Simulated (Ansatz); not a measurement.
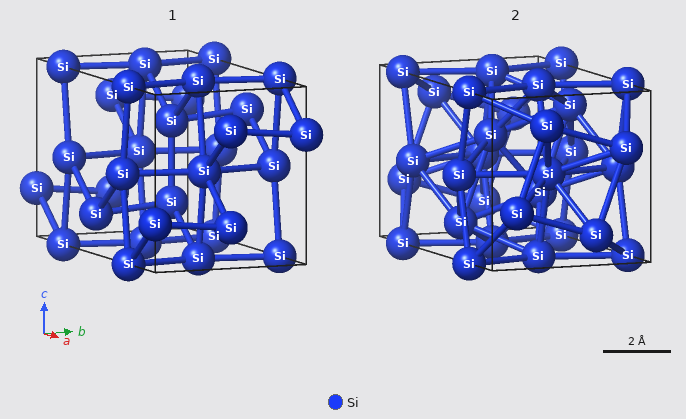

Two geometries of crystalline Si (set up in Cmce), drawn at one scale. One is the start of a relaxation, the other its converged end. The picture is a ball-and-stick view of the conventional cell (2 times the calculation's cell), seen slightly off an axis. Lengths and directions refer to the drawn axes.

The calculation used DFT r2SCAN, scalar-relativistic, plane waves, PAW in Ansatz 0.2.0. Settings: plane-wave cutoff 500 eV; k-point mesh 8 × 8 × 8; occupations gaussian; smearing width 0.1 eV; no spin polarisation; cell and atoms relaxed; force threshold 0.005 eV/Å; at most 80 steps.

> Which of the two is the end point?

Structure 1 is the relaxed one. The largest moves relative to the cell, 0.82 Å, are those of Si atoms. The drawn cell changes as follows: a 8.750 → 9.208 Å (+5.2 %), b 5.155 → 4.911 Å (−4.7 %), c 5.183 → 5.375 Å (+3.7 %); the volume changes by +4.0 %. Some distances before and after: Si–Si 2.768 → 3.640 Å, Si–Si 3.740 → 2.912 Å, Si–Si 2.684 → 3.442 Å, Si–Si 2.695 → 2.466 Å. Among the angles between lasting bonds that change: Si–Si–Si 148.6° → 95.2°, Si–Si–Si 65.3° → 95.2°, Si–Si–Si 61.0° → 87.0°. The space group (tolerance 0.01 Å) goes from Cmce (No. 64) to Fmmm (No. 69). The energy falls by 1.379 eV per cell of the calculation in 15 accepted moves (16 points after the start). Largest force component: 0.1 eV/Å at the start, 0.0018 eV/Å at the end. Pressure: −2.13 GPa at the start and 0.01 GPa at the end. At 1 point the geometry stayed and the basis and grid were re-selected for the new cell (energy shift of less than 0.05 meV per cell of the calculation at most each time).
